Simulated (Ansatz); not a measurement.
## H: geometry relaxation (part 2 of 3)

H (P6₃/mmc, 4 atoms in the cell); DFT r2SCAN, scalar-relativistic, plane waves, PAW, no spin polarisation (Ansatz 0.2.0); cutoff 500 eV, 9×9×4 k-mesh, Gaussian smearing of 0.02 eV. The structure derives from a Materials Project entry. It belongs to a series of runs on one base structure; here: biaxial strain in the a-b plane, c and atoms relaxed: -2.0 %.

Geometry of the input (Å; fractional positions):
```
3.7993  0.0000  0.0000
-1.8997  3.2903  0.0000
0.0000  0.0000  5.4977
H  0.3333  0.6667  0.1817
H  0.6667  0.3333  0.6817
H  0.6667  0.3333  0.8183
H  0.3333  0.6667  0.3183
```

### The program's output, continued
```
SCF iter   1: F=—  HF=-63.771287 eV  |F-HF|=—  |Δ(HF+E_count)|=         —  Δρ=1.09e-4  dr2=7.01e-6  dr2_τ=5.17e-7  ethr=1.83e-7  ⟨swp⟩=2.0  Hψ=2336  notcnv=0
preconditioner: auto → none  [insulator: Δε(μ)=10.025 eV  Ē_g=13.535 eV  σ=0.020 eV  W_gap=1.00  n_scr=2 (ndim 8)  ℏωp=8.8 eV  f_vac=0.169  D(μ)=0.00/eV (n_scr^D=0)  ε∞_Penn≈1.4]
SCF iter   2: F=—  HF=-63.771279 eV  |F-HF|=—  |Δ(HF+E_count)|=   7.27e-6  Δρ=4.71e-5  dr2=1.26e-6  dr2_τ=5.79e-8  ethr=1.75e-7  ⟨swp⟩=2.1  Hψ=428  notcnv=0
SCF iter   3: F=—  HF=-63.771280 eV  |F-HF|=—  |Δ(HF+E_count)|=   1.16e-6  Δρ=5.34e-6  dr2=9.84e-9  dr2_τ=9.90e-10  ethr=3.15e-8  ⟨swp⟩=2.0  Hψ=288  notcnv=0
SCF iter   4: F=—  HF=-63.771280 eV  |F-HF|=—  |Δ(HF+E_count)|=   3.61e-8  Δρ=5.23e-7  dr2=9.40e-11  dr2_τ=1.04e-11  ethr=2.77e-11  ⟨swp⟩=7.9  Hψ=1326  notcnv=0
SCF iter   5: F=-63.771280 eV  HF=-63.771280 eV  |F-HF|=2.30e-11  |Δ(HF+E_count)|=  5.19e-10  Δρ=3.56e-8  dr2=4.46e-13  dr2_τ=1.14e-13  ethr=2.35e-12  ⟨swp⟩=3.7  Hψ=799  notcnv=0
SCF 8 converged in 5 iterations: F = -63.771280 eV  dr2 = 4.46e-13
relax step   8: F+E_penalty+E_count = -63.77128043 eV  Δ(F+E_penalty+E_count) = +1.448e-5 eV  max|allowed force component| = 2.011e-4 eV/Å  Δτ_max = 0.0004 Å  P = +0.007 GPa  Ω = 71.247 Å³  energy of the carried Pulay correction = -4.048e-4 eV  fix = [a, b, gamma]  reactions: a +0.011, b +0.011 GPa  (5 SCF iters, accepted)
Initial wavefunctions: pseudopotential atomic-orbital guess (no wavefunctions were taken with the density)
iter 1 solved again at ethr=8.82e-8 eV; its pass at ethr=3.10e-3 eV (dr2=3.53e-6 eV) is discarded
SCF iter   1: F=—  HF=-63.771264 eV  |F-HF|=—  |Δ(HF+E_count)|=         —  Δρ=1.17e-4  dr2=7.77e-7  dr2_τ=6.12e-7  ethr=8.82e-8  ⟨swp⟩=3.1  Hψ=2602  notcnv=0
preconditioner: auto → none  [insulator: Δε(μ)=10.028 eV  Ē_g=13.540 eV  σ=0.020 eV  W_gap=1.00  n_scr=2 (ndim 8)  ℏωp=8.8 eV  f_vac=0.167  D(μ)=0.00/eV (n_scr^D=0)  ε∞_Penn≈1.4]
SCF iter   2: F=—  HF=-63.771756 eV  |F-HF|=—  |Δ(HF+E_count)|=   4.93e-4  Δρ=5.85e-5  dr2=1.24e-7  dr2_τ=1.31e-6  ethr=1.94e-8  ⟨swp⟩=3.3  Hψ=506  notcnv=0
SCF iter   3: F=—  HF=-63.771795 eV  |F-HF|=—  |Δ(HF+E_count)|=   3.90e-5  Δρ=2.77e-5  dr2=4.49e-8  dr2_τ=2.81e-7  ethr=3.10e-9  ⟨swp⟩=2.0  Hψ=430  notcnv=0
SCF iter   4: F=—  HF=-63.771799 eV  |F-HF|=—  |Δ(HF+E_count)|=   3.63e-6  Δρ=9.66e-7  dr2=6.10e-10  dr2_τ=1.11e-10  ethr=1.12e-9  ⟨swp⟩=2.3  Hψ=448  notcnv=0
SCF iter   5: F=—  HF=-63.771799 eV  |F-HF|=—  |Δ(HF+E_count)|=   1.32e-8  Δρ=1.02e-7  dr2=1.07e-11  dr2_τ=6.96e-13  ethr=1.53e-11  ⟨swp⟩=2.0  Hψ=288  notcnv=0
SCF iter   6: F=-63.771799 eV  HF=-63.771799 eV  |F-HF|=7.48e-12  |Δ(HF+E_count)|=  1.29e-10  Δρ=2.16e-8  dr2=4.74e-13  dr2_τ=1.42e-14  ethr=1.00e-12  ⟨swp⟩=5.0  Hψ=612  notcnv=0
SCF 9 converged in 6 iterations: F = -63.771799 eV  dr2 = 4.74e-13
relax step   9: F+E_penalty+E_count = -63.77179873 eV  Δ(F+E_penalty+E_count) = -5.183e-4 eV  max|allowed force component| = 9.931e-4 eV/Å  Δτ_max = 0.0000 Å  P = +0.017 GPa  Ω = 71.247 Å³  fix = [a, b, gamma]  reactions: a +0.015, b +0.015 GPa  stress off target by 2.12e-2 GPa on what of the cell is left free  SCF on the basis re-selected at this cell (its energy is not comparable with the rows above)  (6 SCF iters)
basis re-selected at this cell: Δ(F+E_penalty+E_count) = -5.183e-4 eV, ΔP = +0.009 GPa vs the last step (what re-selecting the basis moved, of the pressure what is left beyond the Pulay correction that the steps carried, after the strain that the cell walked since its last selection, with what the two solves' SCF thresholds leave and, on support functions, any second-order correction that the steps lacked; it is no measure of the basis error at this ecutwfc). This SCF's stress stands 2.12e-2 GPa from its target on what of the cell is left free (relax.cell.stress_tol is 1.50e-2 GPa) and its largest allowed force component is 9.93e-4 eV/Å (relax.f_tol is 8.00e-3 eV/Å): not within both, so this SCF does not close the relaxation
Crystal: 4 atoms, lattice volume = 72.393 Å³
Basis set: ecut = 500 eV, 1785 PW (Γ), exchange–correlation on 120×120×180 points (64 copies of the dense FFT grid, shifted against one another)
iter 1 solved again at ethr=1.78e-5 eV; its pass at ethr=3.10e-3 eV (dr2=7.10e-4 eV) is discarded
SCF iter   1: F=—  HF=-63.771717 eV  |F-HF|=—  |Δ(HF+E_count)|=         —  Δρ=1.07e-3  dr2=6.69e-4  dr2_τ=5.99e-5  ethr=1.78e-5  ⟨swp⟩=1.4  Hψ=2382  notcnv=0
preconditioner: auto → none  [insulator: Δε(μ)=10.028 eV  Ē_g=13.508 eV  σ=0.020 eV  W_gap=1.00  n_scr=2 (ndim 8)  ℏωp=8.7 eV  f_vac=0.194  D(μ)=0.00/eV (n_scr^D=0)  ε∞_Penn≈1.4]
SCF iter   2: F=—  HF=-63.771518 eV  |F-HF|=—  |Δ(HF+E_count)|=   1.99e-4  Δρ=4.95e-4  dr2=1.29e-4  dr2_τ=7.05e-6  ethr=1.67e-5  ⟨swp⟩=2.0  Hψ=433  notcnv=0
SCF iter   3: F=—  HF=-63.771686 eV  |F-HF|=—  |Δ(HF+E_count)|=   1.68e-4  Δρ=5.47e-5  dr2=1.10e-6  dr2_τ=1.16e-7  ethr=3.23e-6  ⟨swp⟩=2.0  Hψ=432  notcnv=0
SCF iter   4: F=—  HF=-63.771691 eV  |F-HF|=—  |Δ(HF+E_count)|=   4.74e-6  Δρ=5.33e-6  dr2=9.97e-9  dr2_τ=1.23e-9  ethr=2.76e-8  ⟨swp⟩=2.0  Hψ=288  notcnv=0
SCF iter   5: F=-63.771691 eV  HF=-63.771691 eV  |F-HF|=1.38e-9  |Δ(HF+E_count)|=   5.13e-8  Δρ=3.57e-7  dr2=4.52e-11  dr2_τ=9.13e-12  ethr=2.80e-11  ⟨swp⟩=8.4  Hψ=1380  notcnv=0
SCF 10 converged in 5 iterations: F = -63.771691 eV  dr2 = 4.52e-11
relax step  10: F+E_penalty+E_count = -63.77169123 eV  Δ(F+E_penalty+E_count) = +1.075e-4 eV  max|allowed force component| = 5.345e-3 eV/Å  Δτ_max = 0.0057 Å  P = +0.019 GPa  Ω = 72.393 Å³  energy of the carried Pulay correction = -1.878e-4 eV  fix = [a, b, gamma]  reactions: a +0.017, b +0.017 GPa  (5 SCF iters, dr2 threshold 1.12e-9 eV, accepted)
Crystal: 4 atoms, lattice volume = 72.784 Å³
Basis set: ecut = 500 eV, 1821 PW (Γ), exchange–correlation on 120×120×180 points (64 copies of the dense FFT grid, shifted against one another)
iter 1 solved again at ethr=2.12e-6 eV; its pass at ethr=3.10e-3 eV (dr2=8.48e-5 eV) is discarded
SCF iter   1: F=—  HF=-63.771712 eV  |F-HF|=—  |Δ(HF+E_count)|=         —  Δρ=3.68e-4  dr2=8.01e-5  dr2_τ=6.83e-6  ethr=2.12e-6  ⟨swp⟩=1.4  Hψ=2383  notcnv=0
preconditioner: auto → none  [insulator: Δε(μ)=10.009 eV  Ē_g=13.497 eV  σ=0.020 eV  W_gap=1.00  n_scr=2 (ndim 8)  ℏωp=8.7 eV  f_vac=0.184  D(μ)=0.00/eV (n_scr^D=0)  ε∞_Penn≈1.4]
SCF iter   2: F=—  HF=-63.771612 eV  |F-HF|=—  |Δ(HF+E_count)|=   1.00e-4  Δρ=1.67e-4  dr2=1.50e-5  dr2_τ=7.93e-7  ethr=2.00e-6  ⟨swp⟩=2.0  Hψ=432  notcnv=0
SCF iter   3: F=—  HF=-63.771631 eV  |F-HF|=—  |Δ(HF+E_count)|=   1.89e-5  Δρ=1.92e-5  dr2=1.37e-7  dr2_τ=1.41e-8  ethr=3.76e-7  ⟨swp⟩=2.0  Hψ=406  notcnv=0
SCF iter   4: F=—  HF=-63.771632 eV  |F-HF|=—  |Δ(HF+E_count)|=   5.47e-7  Δρ=1.98e-6  dr2=1.39e-9  dr2_τ=1.57e-10  ethr=3.43e-9  ⟨swp⟩=2.0  Hψ=288  notcnv=0
SCF iter   5: F=-63.771632 eV  HF=-63.771632 eV  |F-HF|=2.36e-10  |Δ(HF+E_count)|=   5.14e-9  Δρ=1.26e-7  dr2=5.25e-12  dr2_τ=1.38e-12  ethr=3.14e-11  ⟨swp⟩=7.2  Hψ=1301  notcnv=0
SCF 11 converged in 5 iterations: F = -63.771632 eV  dr2 = 5.25e-12
  greatest PAW one-centre occupation: 0.375 electrons in one spin orbital (limit 2), on the H atom at site 2 (counted from 0), in its partial waves of l = 0
relax step  11: F+E_penalty+E_count = -63.77163157 eV  Δ(F+E_penalty+E_count) = +5.966e-5 eV  max|allowed force component| = 2.925e-3 eV/Å  Δτ_max = 0.0019 Å  P = +0.015 GPa  Ω = 72.784 Å³  energy of the carried Pulay correction = -2.546e-4 eV  fix = [a, b, gamma]  reactions: a +0.018, b +0.018 GPa  (5 SCF iters, dr2 threshold 1.26e-9 eV, accepted)
Crystal: 4 atoms, lattice volume = 72.822 Å³
iter 1 solved again at ethr=2.79e-8 eV; its pass at ethr=3.10e-3 eV (dr2=1.12e-6 eV) is discarded
SCF iter   1: F=—  HF=-63.771626 eV  |F-HF|=—  |Δ(HF+E_count)|=         —  Δρ=4.20e-5  dr2=1.08e-6  dr2_τ=7.39e-8  ethr=2.79e-8  ⟨swp⟩=1.9  Hψ=2309  notcnv=0
preconditioner: auto → none  [insulator: Δε(μ)=9.998 eV  Ē_g=13.492 eV  σ=0.020 eV  W_gap=1.00  n_scr=2 (ndim 8)  ℏωp=8.7 eV  f_vac=0.177  D(μ)=0.00/eV (n_scr^D=0)  ε∞_Penn≈1.4]
SCF iter   2: F=—  HF=-63.771625 eV  |F-HF|=—  |Δ(HF+E_count)|=   1.19e-6  Δρ=1.76e-5  dr2=1.86e-7  dr2_τ=8.19e-9  ethr=2.69e-8  ⟨swp⟩=2.2  Hψ=299  notcnv=0
SCF iter   3: F=—  HF=-63.771625 eV  |F-HF|=—  |Δ(HF+E_count)|=   1.41e-7  Δρ=1.95e-6  dr2=1.37e-9  dr2_τ=1.30e-10  ethr=4.64e-9  ⟨swp⟩=2.0  Hψ=288  notcnv=0
SCF iter   4: F=—  HF=-63.771625 eV  |F-HF|=—  |Δ(HF+E_count)|=   4.96e-9  Δρ=1.98e-7  dr2=1.41e-11  dr2_τ=1.45e-12  ethr=3.41e-11  ⟨swp⟩=2.0  Hψ=288  notcnv=0
SCF iter   5: F=-63.771625 eV  HF=-63.771625 eV  |F-HF|=3.59e-12  |Δ(HF+E_count)|=  7.18e-11  Δρ=1.38e-8  dr2=5.25e-14  dr2_τ=1.89e-14  ethr=1.00e-12  ⟨swp⟩=5.0  Hψ=612  notcnv=0
SCF 12 converged in 5 iterations: F = -63.771625 eV  dr2 = 5.25e-14
relax step  12: F+E_penalty+E_count = -63.77162526 eV  Δ(F+E_penalty+E_count) = +6.302e-6 eV  max|allowed force component| = 1.514e-4 eV/Å  Δτ_max = 0.0001 Å  P = +0.012 GPa  Ω = 72.822 Å³  energy of the carried Pulay correction = -2.612e-4 eV  fix = [a, b, gamma]  reactions: a +0.018, b +0.018 GPa  (5 SCF iters, accepted)
iter 1 solved again at ethr=9.57e-8 eV; its pass at ethr=3.10e-3 eV (dr2=3.83e-6 eV) is discarded
SCF iter   1: F=—  HF=-63.771212 eV  |F-HF|=—  |Δ(HF+E_count)|=         —  Δρ=8.50e-5  dr2=3.79e-7  dr2_τ=2.04e-7  ethr=9.57e-8  ⟨swp⟩=3.0  Hψ=2623  notcnv=0
preconditioner: auto → none  [insulator: Δε(μ)=9.997 eV  Ē_g=13.492 eV  σ=0.020 eV  W_gap=1.00  n_scr=2 (ndim 8)  ℏωp=8.7 eV  f_vac=0.176  D(μ)=0.00/eV (n_scr^D=0)  ε∞_Penn≈1.4]
SCF iter   2: F=—  HF=-63.771820 eV  |F-HF|=—  |Δ(HF+E_count)|=   6.07e-4  Δρ=4.26e-5  dr2=6.46e-8  dr2_τ=7.78e-7  ethr=9.48e-9  ⟨swp⟩=3.2  Hψ=504  notcnv=0
SCF iter   3: F=—  HF=-63.771899 eV  |F-HF|=—  |Δ(HF+E_count)|=   7.95e-5  Δρ=2.20e-5  dr2=2.56e-8  dr2_τ=2.00e-7  ethr=1.62e-9  ⟨swp⟩=2.1  Hψ=435  notcnv=0
SCF iter   4: F=—  HF=-63.771920 eV  |F-HF|=—  |Δ(HF+E_count)|=   2.11e-5  Δρ=6.18e-7  dr2=1.58e-10  dr2_τ=4.20e-11  ethr=6.41e-10  ⟨swp⟩=2.5  Hψ=467  notcnv=0
SCF iter   5: F=-63.771920 eV  HF=-63.771920 eV  |F-HF|=5.90e-11  |Δ(HF+E_count)|=   6.92e-9  Δρ=6.31e-8  dr2=2.78e-12  dr2_τ=4.08e-13  ethr=1.00e-12  ⟨swp⟩=4.0  Hψ=828  notcnv=0
SCF 13 converged in 5 iterations: F = -63.771920 eV  dr2 = 2.78e-12
relax step  13: F+E_penalty+E_count = -63.77192028 eV  Δ(F+E_penalty+E_count) = -2.950e-4 eV  max|allowed force component| = 3.543e-4 eV/Å  Δτ_max = 0.0000 Å  P = +0.014 GPa  Ω = 72.822 Å³  fix = [a, b, gamma]  reactions: a +0.017, b +0.017 GPa  stress off target by 8.28e-3 GPa on what of the cell is left free  SCF on the basis re-selected at this cell (its energy is not comparable with the rows above)  (5 SCF iters)
```

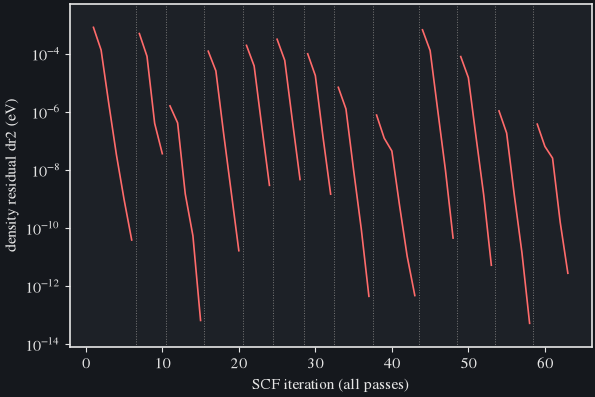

Figure 1. Convergence of the self-consistent field: density residual dr2 against the SCF iteration. The dotted lines part the SCF passes of the relaxation: geometry steps, rejected trials and re-solves on a re-selected basis. The 13 passes take 4 to 6 iterations each, 63 in all.

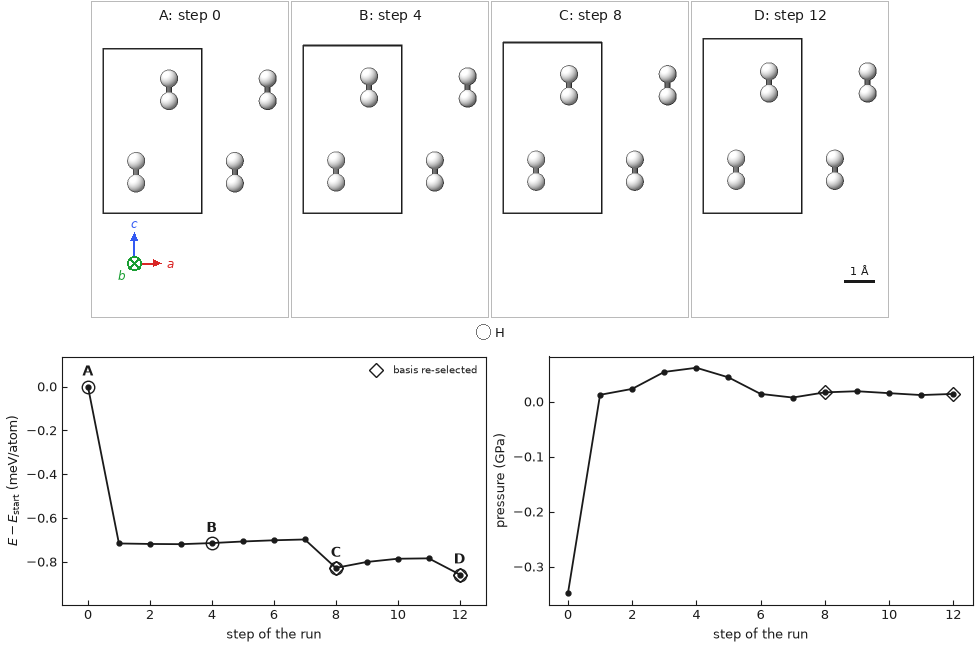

Figure 2. Frames of the relaxation (ball-and-stick view of the cell of the calculation, repeated 2 × 1 × 1, along the b axis) above the curves, on which the letters mark them (the first geometry is step 0 here and step 1 in the log).

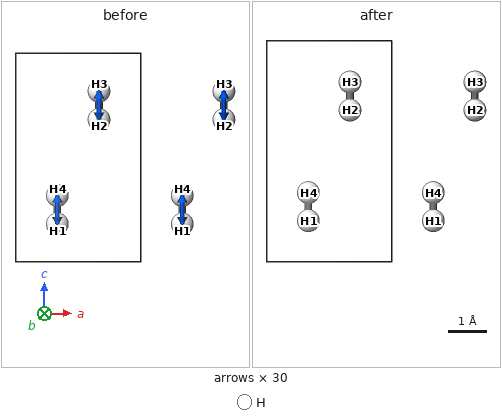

Figure 3. Before (left) and after (right) the relaxation, at one scale (ball-and-stick view of the cell of the calculation, repeated 2 × 1 × 1, along the b axis). The blue arrows give the displacements (without the part carried along by the change of the cell), magnified 30 times. The largest moves relative to the cell, 0.027 Å, are those of H1, H2, H3 and H4. The drawn cell changes as follows: a = b stay at 3.799 Å, c 5.498 → 5.825 Å (+6.0 %); the volume changes by +6.0 %. Among the contacts that change: H1–H4 0.751 → 0.742 Å. The space group stays P6_3/mmc (No. 194). After 10 geometry steps the energy has fallen by 0.8 meV per atom. Largest force component: 0.32 eV/Å at the start, 0.00035 eV/Å at the end. Pressure: −0.35 GPa at the start and 0.01 GPa at the end. The basis was re-selected once at an unchanged geometry, which shifts the energy a little without any move. The energy change given includes the shifts at the re-selections in mid-walk, which come without any move. A last SCF at the same geometry on a re-selected plane-wave basis shifts the energy by −0.1 meV per atom. (Atoms are counted from 1 in the order of the input.)
